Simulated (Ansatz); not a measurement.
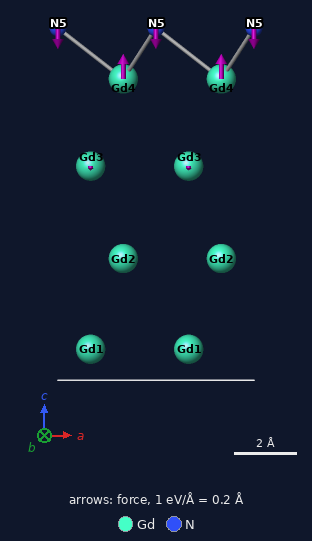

Starting geometry of a slab of composition Gd₄N (cut from the P6_3/mmc phase) with the computed forces as purple arrows. Style: ball-and-stick. Shown: the 2 × 2 repeat of the cell, outlined in the plane, without the vacuum, along the b axis.

The slab is the (0 0 1) face of Gd with N on it. 2 atoms are held fixed.

Method: Ansatz 0.2.0, DFT PBE+U, scalar-relativistic, plane waves, PAW.

Input file:
```yaml
crystal:
  lattice:
    - [3.6515676488, 0.0, 0.0]
    - [-1.8257838244, 3.1623503475, 0.0]
    - [0.0, 0.0, 27.7792696265]
  atoms:
    - { symbol: Gd, position: [0.3333333333, 0.6666666667, 0.3059835666], spin: 8.4 }
    - { symbol: Gd, position: [0.6666666667, 0.3333333333, 0.4113291444], spin: 8.23 }
    - { symbol: Gd, position: [0.3333333333, 0.6666666667, 0.5186165758], spin: 8.2 }
    - { symbol: Gd, position: [0.6666666667, 0.3333333333, 0.6199298729], spin: 8.34 }
    - { symbol: "N", position: [0.0, 0.0, 0.6789667022], spin: 3.0 }
basis:
  ecutwfc: 420
kpoints:
  mp_grid: { grid: [9, 9, 1] }
hamiltonian:
  xc: pbe
  hubbard: { sites: [{ species: Gd, l: f, u_eff: 6.0 }] }
scf:
  occupations: { method: gaussian, width: 0.1 }
  lower_state_search: "off"
output:
  forces: true
  eigenvalues: true
  populations: true
  write_density: true
  write_potential: true
  elf: true
  volumetric_format: npy
magnetization:
  spin_polarized: true
relax:
  adjacent_minimum: "off"
  f_tol: 0.03
  max_steps: 70
  constraints: [{ sites: [0, 1] }]
efield:
  axis: 3
  dipole_correction: true
  ramp_width: 0.04
```

Run as
```bash
ansatz run input.yaml --threads 4 --pin off --max-ram 10240MiB --backend cpu --events-out ev --progress --plain --runs-dir out
```

> Is this structure relaxed? If not, where do the atoms go?

It isn't relaxed: the largest force vector, on Gd4, is 4.07 eV/Å. The atoms end up moving mostly along the starting forces (cosine between the two patterns 0.97). N5 moves most: 0.69 Å along the normal (−c). Largest moves by element: N 0.69 Å, Gd 0.48 Å. The cell stays as it was. Among the contacts that change: Gd4–N5 2.671 → 2.159 Å, Gd3–Gd4 3.516 → 4.001 Å, Gd2–Gd3 3.651 → 3.568 Å. Bond angles that change, for instance: N5–Gd4–N5 86.2° → 115.5°, Gd4–N5–Gd4 86.2° → 115.5°. The energy falls by 3.282 eV per cell of the calculation in 5 geometry steps. The largest force component goes from 4.1 to 0.0038 eV/Å.

Limits of the set-up: the periodic images lie only 3.7 Å apart, so the values are limited by the cell's size.
